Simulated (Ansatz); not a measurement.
**Run report: Al₈As₈H, geometry relaxation (part 1 of 2)**

- system: Al₈As₈H (defect cell, 17 atoms in the cell)
- method: DFT PBE, scalar-relativistic, plane waves, PAW, spin-polarised (Ansatz 0.2.0)

The structure derives from a Materials Project entry. It belongs to a series of runs on one base structure; here: H interstitial, charge +0, atoms relaxed at the host's cell. Figures and captions count atoms from 1; the log counts them from 0 in places.

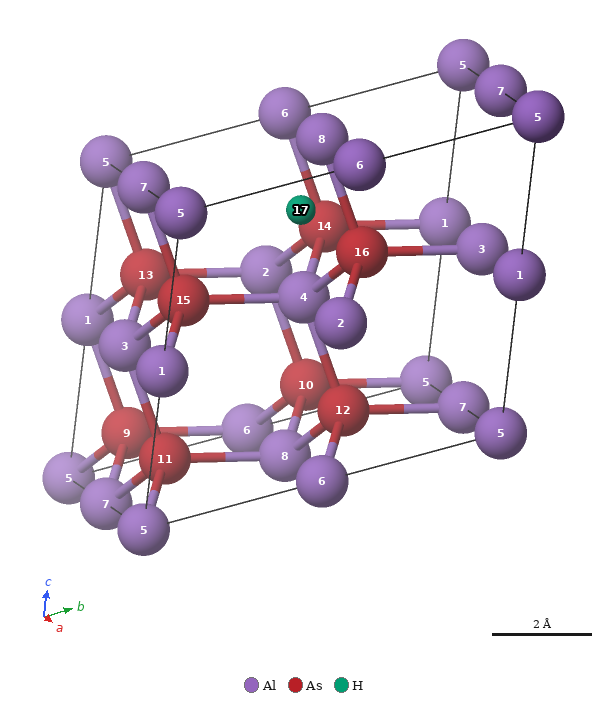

Fig. 1: The structure as given in the input (ball-and-stick view of the cell of the calculation, seen slightly off an axis; atoms are numbered from 1 in the order of the input).

### Input file
```yaml
crystal:
  lattice:
    - [0.0, 5.727912321, -5.727912321]
    - [5.727912321, 5.727912321, 0.0]
    - [5.727912321, 0.0, -5.727912321]
  atoms:
    - { symbol: Al, position: [0.0, 0.0, 0.5] }
    - { symbol: Al, position: [0.0, 0.5, 0.5], spin: 0.091 }
    - { symbol: Al, position: [0.5, 0.0, 0.5] }
    - { symbol: Al, position: [0.5, 0.5, 0.5] }
    - { symbol: Al, position: [0.0, 0.0, 1.0], spin: 0.091 }
    - { symbol: Al, position: [0.0, 0.5, 1.0], spin: 0.091 }
    - { symbol: Al, position: [0.5, 0.0, 1.0] }
    - { symbol: Al, position: [0.5, 0.5, 1.0], spin: 0.091 }
    - { symbol: As, position: [0.125, 0.125, 0.125], spin: 0.091 }
    - { symbol: As, position: [0.125, 0.625, 0.125] }
    - { symbol: As, position: [0.625, 0.125, 0.125], spin: 0.091 }
    - { symbol: As, position: [0.625, 0.625, 0.125], spin: 0.091 }
    - { symbol: As, position: [0.125, 0.125, 0.625], spin: 0.091 }
    - { symbol: As, position: [0.125, 0.625, 0.625], spin: 0.091 }
    - { symbol: As, position: [0.625, 0.125, 0.625] }
    - { symbol: As, position: [0.625, 0.625, 0.625], spin: 0.091 }
    - { symbol: H, position: [0.875, 0.375, 0.875], spin: 0.091 }
  host:
    lattice:
      - [0.0, 2.8639561605, 2.8639561605]
      - [2.8639561605, 0.0, 2.8639561605]
      - [2.8639561605, 2.8639561605, 0.0]
    atoms:
      - { symbol: Al, position: [0.0, 0.0, 0.0] }
      - { symbol: As, position: [0.75, 0.75, 0.75] }
basis:
  ecutwfc: 420
  xc_grid: 2
kpoints:
  mp_grid: { grid: [2, 2, 2], shift: [0.0, 0.0, 0.0] }
hamiltonian:
  xc: pbe
scf:
  occupations: { method: gaussian, width: 0.01 }
output:
  forces: true
  stress: false
  eigenvalues: true
  populations: true
  charged_corrections:
    defect_position: [0.875, 0.375, 0.875]
    epsilon: [[11.5641, 0.0, 0.0], [0.0, 11.5641, 0.0], [0.0, 0.0, 11.5641]]
  write_density: true
  write_potential: true
  elf: true
  volumetric_format: npy
magnetization:
  spin_polarized: true
relax:
  adjacent_minimum: "off"
  f_tol: 0.025
  max_steps: 45
```

Command:
```bash
ansatz run input.yaml --threads 4 --pin off --max-ram 8192MiB --backend cpu --events-out ev --progress --plain --runs-dir out
```

### The program's output
```
Engine: ansatz 0.2.0, x86_64-unknown-linux-gnu
Pseudopotentials: kind: paw
Pseudopotential: Al, paw, valence charge 3, recommended cutoff 420 eV (normal), Al.paw.azcp
Pseudopotential: As, paw, valence charge 15, recommended cutoff 420 eV (normal), As.paw.azcp
Pseudopotential: H, paw, valence charge 1, recommended cutoff 420 eV (normal), H.paw.azcp
Functional definition: PBE
  parameter kappa = 0.804
  parameter beta = 0.06672455060314922
  exchange = pbe_x(kappa = kappa, mu = beta*pi^2/3)
  correlation = pbe_c(beta = beta)
Crystal: 17 atoms, lattice volume = 375.854 Å³
Basis set: ecut = 420 eV, 7391 PW (Γ), exchange–correlation on 120×120×120 points (8 copies of the dense FFT grid, shifted against one another)
Bands: 91, of which v1, the nominal top of the filled ones, is band 73 counted from 1 (72 counted from 0)
Symmetry: 24 space group operations
Space group: F-43m (ITA 216), of the structure as read, at distance tolerance 7.2e-5 Å
Magnetic group: BNS 216.74 (UNI 1576), of the structure as read, at distance tolerance 7.2e-5 Å
k-points: 3 of 8
Non-local potential: Al, projectors of the file, l = 0: 2, l = 1: 2, l = 2: 1
Non-local potential: As, projectors of the file, l = 0: 2, l = 1: 2, l = 2: 3, l = 3: 1
Non-local potential: H, projectors of the file, l = 0: 2, l = 1: 1
PAW form: soft (Blöchl's): semilocal exchange-correlation on the pseudo side does not see the compensation charge
PAW one-centre angular grid: Al, 110 points (default); XC on 64 Gauss nodes
PAW one-centre angular grid: As, 590 points (default); XC on 64 Gauss nodes
PAW one-centre angular grid: H, 110 points (default); XC on 64 Gauss nodes
Starting moments: Σ|m| = 1.001 μB on 11 of 17 sites
Initial wavefunctions: pseudopotential atomic-orbital guess
Functional: x = pbe(κ = 0.804, μ = 0.2195149727645171), c = pbe(β = 0.06672455060314922)
SCF iter   1: F=—  HF=-43171.588929 eV  |F-HF|=—  |Δ(HF+E_count)|=         —  Δρ=1.93e-2 (↑1.93e-2 ↓1.92e-2)  dr2=7.22e0  dr2_m=6.51e-2  M=0.250 μB ∫|m|=0.266 μB  β_m=0.30  ethr=3.10e-3  ⟨swp⟩=6.3  Hψ=2128  notcnv=0  defer=2
preconditioner: auto → Resta (q_TF=auto, 2.328 Å⁻¹)  ε∞=4.1  [insulator: Δε(μ)=0.035 eV  Ē_g=8.731 eV  σ=0.010 eV  W_gap=0.67  n_scr=64 (ndim 8)  ℏωp=15.4 eV  f_vac=0.000  D(μ)=19.28/eV (n_scr^D=168)  ε∞_Penn≈4.1]
spin=Collinear: Resta preconditioning applied to the charge; magnetization (m = ρ↑ − ρ↓) channel mixes plain (no charge-response kernel on spin).
SCF iter   2: F=—  HF=-43170.753809 eV  |F-HF|=—  |Δ(HF+E_count)|=   8.35e-1  Δρ=1.43e-2 (↑1.43e-2 ↓1.42e-2)  dr2=3.77e0  dr2_m=3.24e-2  M=0.250 μB ∫|m|=0.263 μB  β_m=0.30  ethr=3.10e-3  ⟨swp⟩=1.3  Hψ=647  notcnv=0  defer=40
SCF iter   3: F=—  HF=-43169.937916 eV  |F-HF|=—  |Δ(HF+E_count)|=   8.16e-1  Δρ=4.17e-3 (↑4.03e-3 ↓4.17e-3)  dr2=1.66e-1  dr2_m=1.61e-2  M=0.250 μB ∫|m|=0.261 μB  β_m=0.30  ethr=2.60e-3  ⟨swp⟩=2.3  Hψ=724  notcnv=0  defer=57
SCF iter   4: F=—  HF=-43169.942064 eV  |F-HF|=—  |Δ(HF+E_count)|=   4.15e-3  Δρ=2.32e-3 (↑1.90e-3 ↓2.32e-3)  dr2=3.06e-2  dr2_m=8.06e-3  M=0.249 μB ∫|m|=0.259 μB  β_m=0.30  ethr=1.14e-4  ⟨swp⟩=2.0  Hψ=1064  notcnv=0  defer=64
SCF iter   5: F=—  HF=-43169.960222 eV  |F-HF|=—  |Δ(HF+E_count)|=   1.82e-2  Δρ=1.39e-3 (↑1.10e-3 ↓1.39e-3)  dr2=6.20e-3  dr2_m=4.05e-3  M=0.249 μB ∫|m|=0.258 μB  β_m=0.30  ethr=2.11e-5  ⟨swp⟩=2.0  Hψ=667  notcnv=0  defer=64
SCF iter   6: F=—  HF=-43169.966186 eV  |F-HF|=—  |Δ(HF+E_count)|=   5.96e-3  Δρ=9.28e-4 (↑9.28e-4 ↓7.03e-4)  dr2=8.57e-4  dr2_m=2.04e-3  M=0.249 μB ∫|m|=0.257 μB  β_m=0.30  ethr=4.27e-6  ⟨swp⟩=2.7  Hψ=997  notcnv=0  defer=64
SCF iter   7: F=—  HF=-43169.966370 eV  |F-HF|=—  |Δ(HF+E_count)|=   1.84e-4  Δρ=6.10e-4 (↑6.10e-4 ↓5.19e-4)  dr2=2.11e-4  dr2_m=1.04e-3  M=0.248 μB ∫|m|=0.257 μB  β_m=0.30  ethr=5.91e-7  ⟨swp⟩=2.0  Hψ=964  notcnv=0  defer=64
Mixer restart at iter 7: flushing history
spin-set hold released at iteration 7 (site moments contracting): the magnetisation degrees of freedom join the quasi-Newton model from the next iteration; the mixer history was flushed
SCF iter   8: F=—  HF=-43169.966577 eV  |F-HF|=—  |Δ(HF+E_count)|=   2.07e-4  Δρ=4.29e-4 (↑4.29e-4 ↓3.81e-4)  dr2=1.25e-4  dr2_m=5.29e-4  M=0.248 μB ∫|m|=0.257 μB  β_m=0.64  ethr=1.45e-7  ⟨swp⟩=2.0  Hψ=869  notcnv=0  defer=64
SCF iter   9: F=—  HF=-43169.966962 eV  |F-HF|=—  |Δ(HF+E_count)|=   3.85e-4  Δρ=4.46e-5 (↑4.27e-5 ↓4.46e-5)  dr2=8.49e-6  dr2_m=5.22e-6  M=0.249 μB ∫|m|=0.259 μB  β_m=0.60  ethr=8.65e-8  ⟨swp⟩=2.8  Hψ=826  notcnv=0  defer=64
SCF iter  10: F=—  HF=-43169.966974 eV  |F-HF|=—  |Δ(HF+E_count)|=   1.18e-5  Δρ=2.32e-5 (↑2.32e-5 ↓2.28e-5)  dr2=2.92e-6  dr2_m=1.40e-6  M=0.249 μB ∫|m|=0.260 μB  β_m=0.80  ethr=5.86e-9  ⟨swp⟩=15.8  Hψ=4852  notcnv=0
SCF iter  11: F=-43169.966984 eV  HF=-43169.966983 eV  |F-HF|=3.38e-7  |Δ(HF+E_count)|=   9.32e-6  Δρ=3.71e-6 (↑3.09e-6 ↓3.71e-6)  dr2=2.34e-7  dr2_m=1.41e-8  M=0.249 μB ∫|m|=0.261 μB  ethr=2.02e-9  ⟨swp⟩=11.2  Hψ=3385  notcnv=0
SCF 1 converged in 11 iterations: F = -43169.966984 eV  dr2 = 2.34e-7
  greatest PAW one-centre occupation: 0.999 electrons in one spin orbital (limit 2), on the As atom at site 12 (counted from 0), in its partial waves of l = 2
relax step   1: F+E_penalty+E_count = -43169.96698374 eV  Δ(F+E_penalty+E_count) = +0.000e0 eV  max|allowed force component| = 3.246e-1 eV/Å  Δτ_max = 0.0000 Å  (11 SCF iters, dr2 threshold 1.56e-5 eV, accepted)
Initial density: handed on by an earlier stage of this run
Starting moments: Σ|m| = 1.001 μB on 11 of 17 sites; this step starts from the density that it was given
Initial wavefunctions: those handed on with the density
iter 1 solved again at ethr=1.19e-5 eV; its pass at ethr=3.10e-3 eV (dr2=1.72e-2 eV) is discarded
SCF iter   1: F=—  HF=-43170.042139 eV  |F-HF|=—  |Δ(HF+E_count)|=         —  Δρ=8.28e-4 (↑8.15e-4 ↓8.28e-4)  dr2=1.72e-2  dr2_m=2.32e-4  M=0.249 μB ∫|m|=0.262 μB  β_m=0.30  ethr=1.19e-5  ⟨swp⟩=2.3  Hψ=1712  notcnv=0  defer=64
preconditioner: auto → Resta (q_TF=auto, 2.328 Å⁻¹)  ε∞=4.3  [insulator: Δε(μ)=0.024 eV  Ē_g=8.499 eV  σ=0.010 eV  W_gap=0.66  n_scr=64 (ndim 8)  ℏωp=15.4 eV  f_vac=0.010  D(μ)=19.59/eV (n_scr^D=168)  ε∞_Penn≈4.3]
spin=Collinear: Resta preconditioning applied to the charge; magnetization (m = ρ↑ − ρ↓) channel mixes plain (no charge-response kernel on spin).
SCF iter   2: F=—  HF=-43170.040830 eV  |F-HF|=—  |Δ(HF+E_count)|=   1.31e-3  Δρ=6.43e-4 (↑6.31e-4 ↓6.43e-4)  dr2=1.01e-2  dr2_m=1.23e-4  M=0.249 μB ∫|m|=0.262 μB  β_m=0.65  ethr=1.19e-5  ⟨swp⟩=1.3  Hψ=484  notcnv=0  defer=64
SCF iter   3: F=—  HF=-43170.039338 eV  |F-HF|=—  |Δ(HF+E_count)|=   1.49e-3  Δρ=8.73e-5 (↑7.97e-5 ↓8.73e-5)  dr2=1.50e-4  dr2_m=1.13e-6  M=0.250 μB ∫|m|=0.262 μB  β_m=0.71  ethr=6.99e-6  ⟨swp⟩=3.0  Hψ=738  notcnv=0  defer=64
SCF iter   4: F=—  HF=-43170.039385 eV  |F-HF|=—  |Δ(HF+E_count)|=   4.77e-5  Δρ=3.53e-5 (↑3.53e-5 ↓3.46e-5)  dr2=2.49e-5  dr2_m=1.75e-7  M=0.250 μB ∫|m|=0.262 μB  β_m=0.74  ethr=1.04e-7  ⟨swp⟩=2.0  Hψ=940  notcnv=0  defer=64
iter 5 did not close the SCF: its close was put off for a magnetic moment that had not settled (scf_convergence_deferred on its scf_iter line)
SCF iter   5: F=-43170.039404 eV  HF=-43170.039400 eV  |F-HF|=4.22e-6  |Δ(HF+E_count)|=   1.44e-5  Δρ=1.59e-5 (↑1.59e-5 ↓1.57e-5)  dr2=5.63e-6  dr2_m=1.27e-8  M=0.250 μB ∫|m|=0.262 μB  β_m=0.81  ethr=4.54e-9  ⟨swp⟩=16.5  Hψ=4728  notcnv=0
SCF iter   6: F=-43170.039406 eV  HF=-43170.039406 eV  |F-HF|=3.03e-7  |Δ(HF+E_count)|=   5.74e-6  Δρ=3.80e-6 (↑3.80e-6 ↓3.55e-6)  dr2=2.45e-7  dr2_m=1.84e-9  M=0.250 μB ∫|m|=0.262 μB  ethr=3.88e-9  ⟨swp⟩=8.0  Hψ=3500  notcnv=0
SCF 2 converged in 6 iterations: F = -43170.039406 eV  dr2 = 2.45e-7
relax step   2: F+E_penalty+E_count = -43170.03940582 eV  Δ(F+E_penalty+E_count) = -7.242e-2 eV  max|allowed force component| = 4.160e-2 eV/Å  Δτ_max = 0.0567 Å  (6 SCF iters, dr2 threshold 6.59e-6 eV, accepted)
SCF iter   1: F=—  HF=-43170.040321 eV  |F-HF|=—  |Δ(HF+E_count)|=         —  Δρ=8.92e-5 (↑8.92e-5 ↓8.67e-5)  dr2=2.86e-4  dr2_m=1.27e-6  M=0.250 μB ∫|m|=0.262 μB  β_m=0.30  ethr=1.37e-6  ⟨swp⟩=3.0  Hψ=958  notcnv=0  defer=64
preconditioner: auto → Resta (q_TF=auto, 2.328 Å⁻¹)  ε∞=4.3  [insulator: Δε(μ)=0.026 eV  Ē_g=8.492 eV  σ=0.010 eV  W_gap=0.67  n_scr=64 (ndim 8)  ℏωp=15.4 eV  f_vac=0.010  D(μ)=19.38/eV (n_scr^D=168)  ε∞_Penn≈4.3]
spin=Collinear: Resta preconditioning applied to the charge; magnetization (m = ρ↑ − ρ↓) channel mixes plain (no charge-response kernel on spin).
SCF iter   2: F=—  HF=-43170.040292 eV  |F-HF|=—  |Δ(HF+E_count)|=   2.84e-5  Δρ=6.95e-5 (↑6.95e-5 ↓6.87e-5)  dr2=1.71e-4  dr2_m=7.14e-7  M=0.250 μB ∫|m|=0.262 μB  β_m=0.64  ethr=1.97e-7  ⟨swp⟩=1.0  Hψ=630  notcnv=0  defer=64
SCF iter   3: F=—  HF=-43170.040256 eV  |F-HF|=—  |Δ(HF+E_count)|=   3.68e-5  Δρ=1.18e-5 (↑1.08e-5 ↓1.18e-5)  dr2=3.33e-6  dr2_m=1.22e-8  M=0.250 μB ∫|m|=0.262 μB  β_m=0.76  ethr=1.18e-7  ⟨swp⟩=2.0  Hψ=660  notcnv=0  defer=64
SCF iter   4: F=—  HF=-43170.040243 eV  |F-HF|=—  |Δ(HF+E_count)|=   1.23e-5  Δρ=3.85e-6 (↑3.85e-6 ↓3.78e-6)  dr2=2.94e-7  dr2_m=8.05e-10  M=0.250 μB ∫|m|=0.262 μB  β_m=0.80  ethr=2.29e-9  ⟨swp⟩=2.3  Hψ=918  notcnv=0  defer=64
SCF iter   5: F=-43170.040244 eV  HF=-43170.040244 eV  |F-HF|=1.16e-8  |Δ(HF+E_count)|=   2.14e-7  Δρ=1.77e-6 (↑1.77e-6 ↓1.73e-6)  dr2=6.97e-8  dr2_m=4.64e-11  M=0.250 μB ∫|m|=0.262 μB  ethr=6.90e-11  ⟨swp⟩=12.7  Hψ=3737  notcnv=0
SCF 3 converged in 5 iterations: F = -43170.040244 eV  dr2 = 6.97e-8
  greatest PAW one-centre occupation: 0.999 electrons in one spin orbital (limit 2), on the As atom at site 15 (counted from 0), in its partial waves of l = 2
relax step   3: F+E_penalty+E_count = -43170.04024352 eV  Δ(F+E_penalty+E_count) = -8.377e-4 eV  max|allowed force component| = 6.333e-3 eV/Å  Δτ_max = 0.0064 Å  (5 SCF iters, accepted)
```

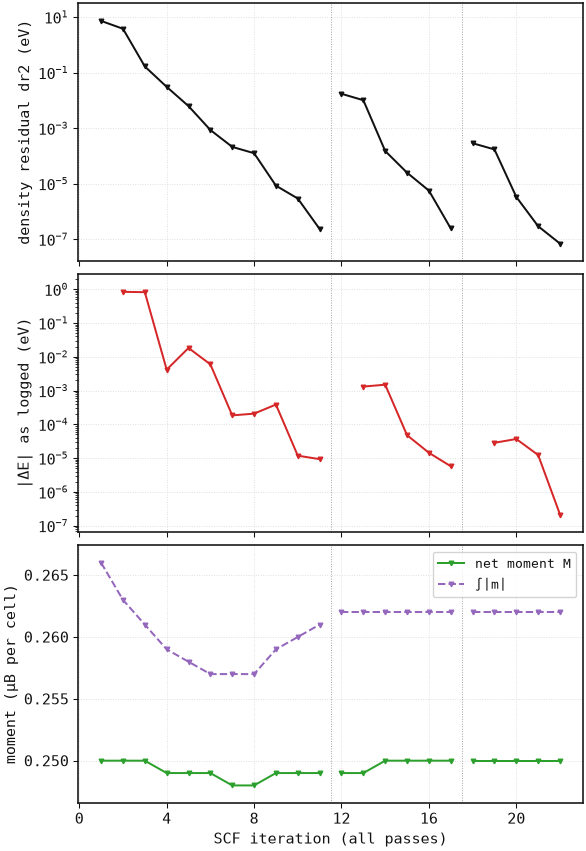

Fig. 2: Convergence of the self-consistent field: density residual dr2, size of the energy change and magnetic moment against the SCF iteration. The dotted lines part the SCF passes of the relaxation: geometry steps, rejected trials and re-solves on a re-selected basis. The passes take 11, 6 and 5 iterations. The net moment stays at 0.2 μB per cell.

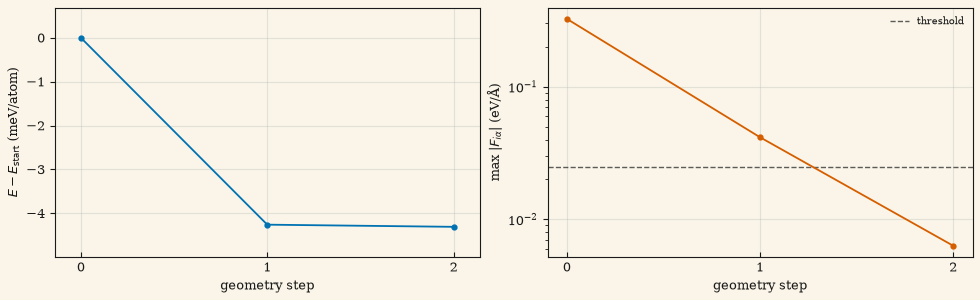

Fig. 3: Progress of the relaxation, step by step (the first geometry is step 0 here and step 1 in the log).

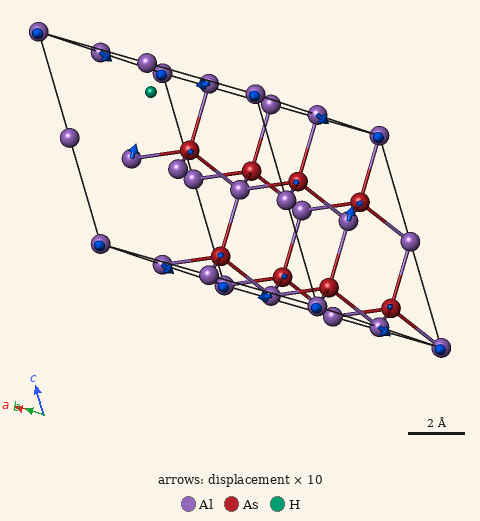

Fig. 4: The starting structure with the displacements as blue arrows, magnified 10 times (ball-and-stick view of the cell of the calculation, seen at an oblique angle). After 2 geometry steps the energy has fallen by 4.3 meV per atom. The largest force component goes from 0.32 to 0.0063 eV/Å. The largest moves, 0.058 Å, are those of Al2, Al5, Al6 and Al8. Largest moves by element: Al 0.058 Å, As 0.022 Å. H stays in place. The lattice vectors keep their values. Among the contacts that change: Al2–As10 2.480 → 2.538 Å, Al1–As13 2.480 → 2.467 Å. Among the angles that change: Al2–As13–Al5 109.5° → 106.1°. (Atoms are counted from 1 in the order of the input.)

```
SCF converged after 5 iterations
Magnetization: 0.2497 μB (72.6248 up, 72.3752 down)
Absolute magnetization: 0.2607 μB (∫|ρ↑−ρ↓|, with the PAW one-centre terms)
Spin contamination: 0.0000 ħ² per cell (⟨S²⟩ above its minimum at these occupations)
Per-site moments (μB) at R_I (Å): [(0.0011824553398061643, 1.0174524332790993), (0.0023750251091068054, 0.9992940189591384), (0.0011824553398061628, 1.0174524332791), (0.0011824553398059453, 1.017452433279099), (0.0023750251091069923, 0.9992940189591392), (0.002375025109106727, 0.9992940189591387), (0.001182455339806131, 1.0174524332790993), (0.0023750251091067694, 0.9992940189591392), (0.014208202807781185, 1.0174524332791), (0.02822854887244603, 1.0469194830531632), (0.014208202807781298, 1.0174524332791), (0.014208202807780795, 1.0174524332790993), (0.014208202807781178, 1.0174524332790993), (0.014208202807780863, 1.0174524332790997), (0.00979512805867882, 1.0244454953302184), (0.014208202807780786, 1.017452433279099), (-0.0007072549960650897, 0.9992940189591384)]
Free energy (F): -43170.040244 eV
Harris-Foulkes:  -43170.040244 eV  (|F-HF|=1.16e-8)
Internal energy: -43170.039275 eV  (E = F + TS)
E sigma→0 (E₀):  -43170.039759 eV
Entropy (-TS):   -0.000969 eV (-0.057 meV/atom)
Fermi energy:    6.061729 eV
--- Per-component energies (eV) ---
  E_band       = -2169.099807
  E_kinetic    = 1021.375097
  E_local      = -17072.475876  (includes V_loc(G=0)·N_el)
  E_nonlocal   = -5279.857713
  E_hartree    = 9108.170095
  E_xc         = -957.828588
  E_vxc        = -874.072121  (∫ρ·V_xc dr)
  E_paw        = -18424.901420  (= ΣΔE_a)
  E_vpaw       = 1819.588274  (= ΣTr[D̂ρ^β])
  E_aug_tail   = -0.000909  (compensation charges beyond the density's cutoff)
  E_ewald      = -11564.519961
  E_smearing   = -0.000969  (= −TS)
  E_closure    = 0.000000  (closes the sum)
  Σ components = -43170.040244   (vs F -43170.040244, Δ=0.00e0)
--- Forces (eV/Å), atoms counted from 1 ---
  atom   1  Al    -0.00338839     0.00338839    -0.00338839
  atom   2  Al     0.00174908    -0.00174908    -0.00174908
  atom   3  Al    -0.00338839    -0.00338839     0.00338839
  atom   4  Al     0.00338839     0.00338839     0.00338839
  atom   5  Al     0.00174908     0.00174908     0.00174908
  atom   6  Al    -0.00174908    -0.00174908     0.00174908
  atom   7  Al     0.00338839    -0.00338839    -0.00338839
  atom   8  Al    -0.00174908     0.00174908    -0.00174908
  atom   9  As    -0.00000000    -0.00000000     0.00633288
  atom  10  As    -0.00000000    -0.00000000     0.00000000
  atom  11  As    -0.00000000     0.00633288    -0.00000000
  atom  12  As    -0.00633288    -0.00000000     0.00000000
  atom  13  As     0.00633288    -0.00000000     0.00000000
  atom  14  As    -0.00000000    -0.00633288     0.00000000
  atom  15  As    -0.00000000    -0.00000000    -0.00000000
  atom  16  As    -0.00000000    -0.00000000    -0.00633288
  atom  17  H      0.00000000     0.00000000     0.00000000
  max |Σ_I F_I| component: 4.45e-16 eV/Å
--- Band table (eV; the first three rows and the last of 6) ---
```
